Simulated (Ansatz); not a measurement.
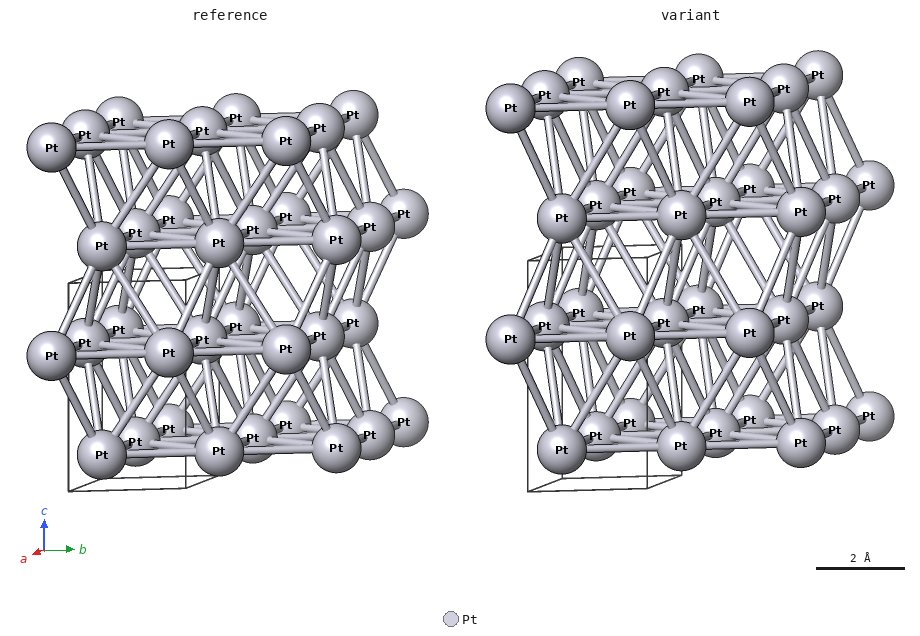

Left: a symmetric starting cell of Pt. Right: the same structure after one change, at the same scale. The picture is a ball-and-stick view of the cell of the calculation, repeated 3 × 3 × 2 with one cell outlined, seen slightly off an axis.

The calculation used DFT r2SCAN, scalar-relativistic, plane waves, PAW (Ansatz). Set-up: plane-wave cutoff 500 eV; k-point mesh 18 × 18 × 10; occupations gaussian; smearing width 0.1 eV; no spin polarisation.

Q: What was changed?

A: The cell is strained by +10.9 % along c and +1.9 % across it (volume +15.1 %), the atoms keeping their fractional coordinates. No relaxation follows. The starting cell wasn't computed here and needn't be at equilibrium, so pressure and forces aren't due to the change alone.

Q: How do the computed properties respond?

A: The pressure is −25.4 GPa (not all of it need come from the change, since the unchanged cell can be under pressure at this level too). The principal stresses (compression positive) are −25.9 GPa along c and −25.2 GPa across it. All forces vanish by symmetry. Near-neighbour distances before and after: Pt–Pt 2.878 → 3.114 Å, Pt–Pt 2.761 → 2.813 Å. The space group stays P6_3/mmc (No. 194).
